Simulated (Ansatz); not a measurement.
**Al2Ru: phonon calculation**

System: Al2Ru (Fddd, 6 atoms in the cell).
Method: DFT LDA, scalar-relativistic, plane waves, PAW, no spin polarisation (Ansatz 0.2.0).

The structure derives from a Materials Project entry. It belongs to a series of runs on one base structure; here: zone-centre phonons and field response.

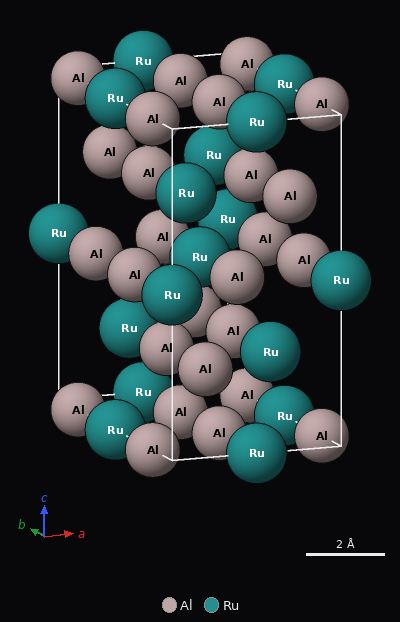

Fig. 1: The structure (spheres-only view of the cell 4 times as large as that of the calculation, set on its symmetry axes, seen slightly off an axis).

Input
```yaml
crystal:
  lattice:
    - [0.0, 3.9579375332, 4.3507976798]
    - [2.3322633091, 0.0, 4.3507976798]
    - [2.3322633091, 3.9579375332, 0.0]
  atoms:
    - { symbol: Al, position: [0.0788628326, 0.4211371674, 0.0788628326] }
    - { symbol: Al, position: [0.4211371674, 0.0788628326, 0.4211371674] }
    - { symbol: Al, position: [0.1711371674, 0.8288628326, 0.1711371674] }
    - { symbol: Al, position: [0.8288628326, 0.1711371674, 0.8288628326] }
    - { symbol: Ru, position: [0.75, 0.75, 0.75] }
    - { symbol: Ru, position: [0.5, 0.5, 0.5] }
basis:
  ecutwfc: 420
kpoints:
  mp_grid: { grid: [10, 10, 10] }
hamiltonian:
  xc: lda
scf:
  occupations: { method: gaussian, width: 0.01 }
output:
  eigenvalues: true
phonons:
  method: dfpt
  eigenvectors: true
```

Run on 2 threads of Oxide Virtual Turin-like (Zen 5), 32 GiB of memory available, shared host.

Launch command:
```bash
ansatz run input.yaml --threads 2 --pin off --max-ram 6144MiB --backend cpu --events-out ev --progress --plain --runs-dir out
```

Log
```
zone centre: on kpoints.mp_grid the ground state, and the responses unless they are solved on pairs of k-points, stand on 282 of the mesh's 1000 k-points, reduced under 2 symmetry operations, with k and −k counted as one. Each operation leaves every solved displacement unchanged or reverses it
Engine: ansatz 0.2.0, x86_64-unknown-linux-gnu
Pseudopotentials: kind: paw
Pseudopotential: Al, paw, valence charge 3, recommended cutoff 420 eV (normal), Al.paw.azcp
Pseudopotential: Ru, paw, valence charge 16, recommended cutoff 420 eV (normal), Ru.paw.azcp
Functional definition: SPW92
  exchange = slater_x
  correlation = pw_c
Crystal: 6 atoms, lattice volume = 80.324 Å³
Basis set: ecut = 420 eV, 1597 PW (Γ), exchange–correlation on 80×80×80 points (8 copies of the dense FFT grid, shifted against one another)
Bands: 28, of which v1, the nominal top of the filled ones, is band 22 counted from 1 (21 counted from 0)
Symmetry: 8 space group operations
k-points: 282 of 1000 (irreducible under 2 space group operations, time reversal used)
Non-local potential: Al, projectors of the file, l = 0: 2, l = 1: 2, l = 2: 1
Non-local potential: Ru, projectors of the file, l = 0: 3, l = 1: 2, l = 2: 2, l = 3: 1
PAW form: soft (Blöchl's): semilocal exchange-correlation on the pseudo side does not see the compensation charge
PAW frozen core: Al, regenerated for the run's functional, and the local potential with it (the file was generated under x = pbe(κ = 0.804, μ = 0.2195149727645171), c = pbe(β = 0.06672455060314922))
PAW frozen core: Ru, regenerated for the run's functional, and the local potential with it (the file was generated under x = pbe(κ = 0.804, μ = 0.2195149727645171), c = pbe(β = 0.06672455060314922))
PAW one-centre angular grid: Al, 110 points (default); XC on 64 Gauss nodes
PAW one-centre angular grid: Ru, 590 points (default); XC on 64 Gauss nodes
Initial density: superposition of atomic densities (neutral atoms: chi_scale 0, normalization atom), corrected by the library's trained network
Initial wavefunctions: pseudopotential atomic-orbital guess
Functional: x = slater, c = lda
SCF iter   1: F=—  HF=-13572.339990 eV  |F-HF|=—  |Δ(HF+E_count)|=         —  Δρ=6.35e-3  dr2=2.58e-2  ethr=1.77e-3  ⟨swp⟩=7.2  Hψ=37836  notcnv=0
preconditioner: auto → none  [insulator: Δε(μ)=0.141 eV  Ē_g=6.669 eV  σ=0.010 eV  W_gap=1.00  n_scr=16 (ndim 8)  ℏωp=21.9 eV  f_vac=0.000  D(μ)=0.00/eV (n_scr^D=0)  ε∞_Penn≈11.8]
SCF iter   2: F=—  HF=-13572.336031 eV  |F-HF|=—  |Δ(HF+E_count)|=   3.96e-3  Δρ=2.53e-3  dr2=2.16e-3  ethr=5.87e-5  ⟨swp⟩=2.6  Hψ=14185  notcnv=0  defer=401
SCF iter   3: F=—  HF=-13572.335786 eV  |F-HF|=—  |Δ(HF+E_count)|=   2.45e-4  Δρ=5.45e-4  dr2=8.26e-5  ethr=4.90e-6  ⟨swp⟩=2.5  Hψ=11412  notcnv=0  defer=401
SCF iter   4: F=—  HF=-13572.335790 eV  |F-HF|=—  |Δ(HF+E_count)|=   3.80e-6  Δρ=4.61e-5  dr2=1.47e-6  ethr=1.88e-7  ⟨swp⟩=2.5  Hψ=12013  notcnv=0  defer=401
SCF iter   5: F=—  HF=-13572.335790 eV  |F-HF|=—  |Δ(HF+E_count)|=   6.40e-7  Δρ=9.51e-6  dr2=5.16e-8  ethr=3.35e-9  ⟨swp⟩=2.1  Hψ=11369  notcnv=0  defer=401
SCF iter   6: F=—  HF=-13572.335790 eV  |F-HF|=—  |Δ(HF+E_count)|=   9.09e-9  Δρ=1.55e-6  dr2=8.11e-10  ethr=1.17e-10  ⟨swp⟩=2.1  Hψ=12664  notcnv=0  defer=401
SCF iter   7: F=-13572.335790 eV  HF=-13572.335790 eV  |F-HF|=1.82e-12  |Δ(HF+E_count)|=  1.49e-10  Δρ=1.36e-7  dr2=6.30e-12  ethr=1.00e-12  ⟨swp⟩=7.9  Hψ=42516  notcnv=0
SCF 1 converged in 7 iterations: F = -13572.335790 eV  dr2 = 6.30e-12
  greatest PAW one-centre occupation: 0.999 electrons in one spin orbital (limit 2), on the Ru atom at site 5 (counted from 0), in its partial waves of l = 0
DFPT response loops at Γ: preconditioner auto → Resta (q_TF=auto, 2.468 Å⁻¹)  ε∞=27.8 (no band partly filled); β = 1.00, the filter's whole step (`scf.mixing.beta` (0.50) is not read by the response loops at its default; to damp them type it under 1.00, their step now; it binds the ground state too); Broyden in place of MSR1
SCF converged after 7 iterations
Free energy (F): -13572.335790 eV
Harris-Foulkes:  -13572.335790 eV  (|F-HF|=1.82e-12)
Internal energy: -13572.335790 eV  (E = F + TS)
E sigma→0 (E₀):  -13572.335790 eV
Fermi energy:    14.420244 eV
--- Per-component energies (eV) ---
  E_band       = -279.868380
  E_kinetic    = 1137.526385
  E_local      = -4171.341071  (includes V_loc(G=0)·N_el)
  E_nonlocal   = 742.839485
  E_hartree    = 1541.686048
  E_xc         = -543.378729
  E_vxc        = -603.878283  (∫ρ·V_xc dr)
  E_paw        = -8458.393662  (= ΣΔE_a)
  E_vpaw       = -468.386443  (= ΣTr[D̂ρ^β])
  E_aug_tail   = -0.000466  (compensation charges beyond the density's cutoff)
  E_ewald      = -3822.640016
  E_core_change = 1.366236  (= ΣΔE_core)
  E_smearing   = -0.000000  (= −TS)
  E_closure    = -0.000000  (closes the sum)
  Σ components = -13572.335790   (vs F -13572.335790, Δ=0.00e0)
--- Band table (eV; the first three rows and the last of 282) ---
  k-point 0: bands = ["-58.0813", "-58.0667", "-28.2872", "-28.2010", "-28.1918", "-28.1477", "-28.1350", "-28.1258", "3.1705", "8.0007", "9.5984", "9.6584", "10.1394", "10.6176", "10.8187", "10.8223", "10.9933", "11.3834", "12.3178", "13.0913", "13.1324", "14.3818", "16.0890", "16.7212", "16.7948", "17.0386", "17.2228", "17.8804"]
  k-point 1: bands = ["-58.0810", "-58.0670", "-28.2861", "-28.2056", "-28.1886", "-28.1479", "-28.1350", "-28.1259", "3.2913", "8.0081", "9.2267", "9.6697", "9.8763", "10.7931", "10.8390", "11.0163", "11.2107", "11.4227", "12.2324", "13.0200", "13.1366", "13.8703", "15.9951", "16.1741", "16.7215", "16.9563", "17.2196", "18.1699"]
  k-point 2: bands = ["-58.0802", "-58.0677", "-28.2831", "-28.2133", "-28.1849", "-28.1478", "-28.1353", "-28.1261", "3.6482", "7.9798", "8.6158", "9.4177", "9.8726", "10.7140", "10.8001", "11.2146", "11.3782", "11.9081", "12.1661", "12.7633", "12.9885", "13.2107", "15.2962", "16.0467", "16.5769", "16.6757", "17.7252", "18.4437"]
  k-point 281: bands = ["-58.0739", "-58.0739", "-28.2412", "-28.2412", "-28.1828", "-28.1828", "-28.1223", "-28.1223", "5.1348", "5.1348", "9.0620", "9.0620", "10.5285", "10.5285", "10.7622", "10.7622", "11.9752", "11.9752", "12.7359", "12.7359", "13.0156", "13.0156", "16.6915", "16.6915", "16.9025", "16.9025", "18.0702", "18.0702"]
--- Phonons (Γ-DFPT): 6 representative perturbations + reference, on 282 of 1000 k-points (Σ response iterations 20) ---
  k mesh reduced under 2 symmetry operations, with k and −k counted as one. Each operation leaves every solved displacement unchanged or reverses it
  ASR residual: 1.107e-4 → 0.000e0 eV/Å²; symmetrization residual: 7.396e-6 eV/Å²
  ASR residual per site (eV/Å²): 1.56e-5 1.56e-5 1.56e-5 1.56e-5 1.11e-4 1.11e-4
  Γ frequencies (cm⁻¹): 0.00 0.00 0.00 134.89 182.59 211.11 228.51 244.99 247.20 248.47 270.67 302.15 350.83 356.59 385.98 396.66 418.06 475.19
  non-analytic LO–TO correction: not included (Born effective charges unavailable; polar crystals: no LO–TO splitting at Γ)
```

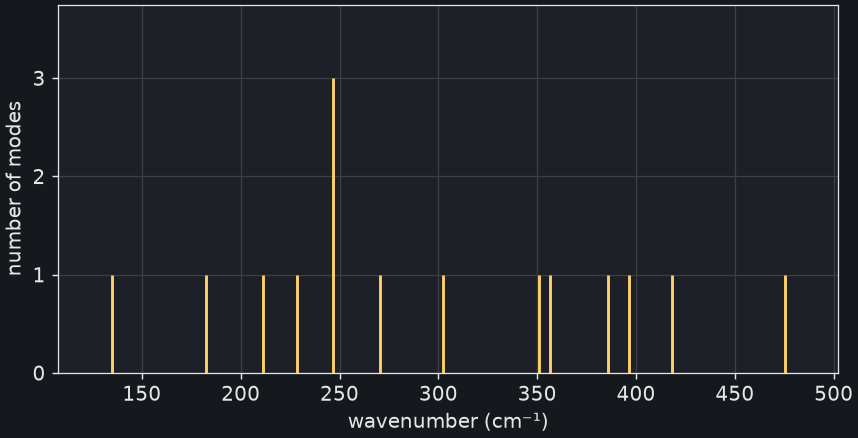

Fig. 2: Optical phonons at the zone centre (no LO–TO term); neighbouring modes closer than 3 cm⁻¹ are counted in one stick. 15 modes from 135 to 475 cm⁻¹, none imaginary.

Key numbers

```csv
quantity,value
outcome,converged
space group (tolerance 0.01 Å),Fddd (70)
electrons treated,44
free energy,−13572.3358 eV
Fermi energy,14.420 eV
gap on the k-point mesh,0.08 eV
wall time,2.3 min (CPU time 4.4 min)
peak memory,2.2 GiB
```
